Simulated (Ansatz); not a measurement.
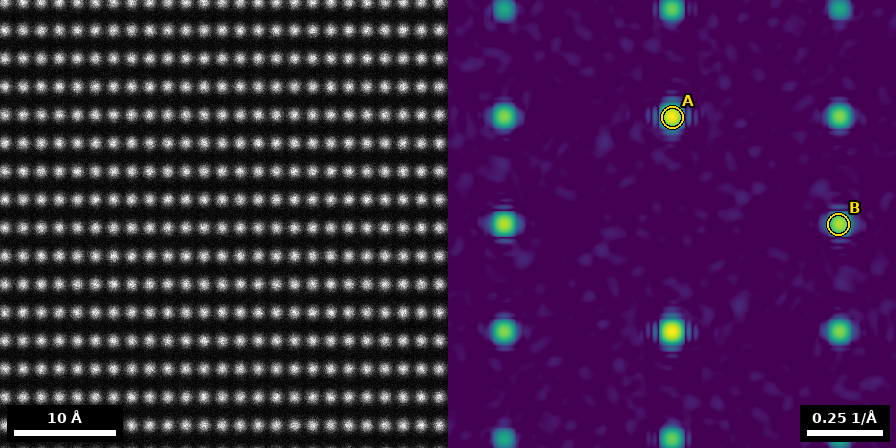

Dark-field STEM-like image of Hg (P6_3/mmc, No. 194) along [210]. Simulation: incoherent imaging, intensity Z^1.6 per atom, probe width 0.92 Å, thin sample. The probe carries 15 % of its weight in a tail 2.5 times as wide. Shot noise was added. Model: coordinates from a relaxation at fixed volume with DFT r2SCAN, scalar-relativistic, plane waves, PAW (Ansatz); the starting structure was generated, so it need not be a known form of this composition.

The right panel is the modulus of the image's Fourier transform on a logarithmic scale.

a = 3.551 Å, b = 3.551 Å, c = 5.538 Å, α = 90.00°, β = 90.00°, γ = 120.00°

Index the marked spots and give their plane spacings (the zone axis points at the viewer; indices equivalent by symmetry, or all signs reversed, are as good).

Answer. A: (0 0 -2), d = 2.77 Å; B: (1 -2 0), d = 1.78 Å. A and B enclose 90°, and every spot obeys the zone law hu + kv + lw = 0 for [210].
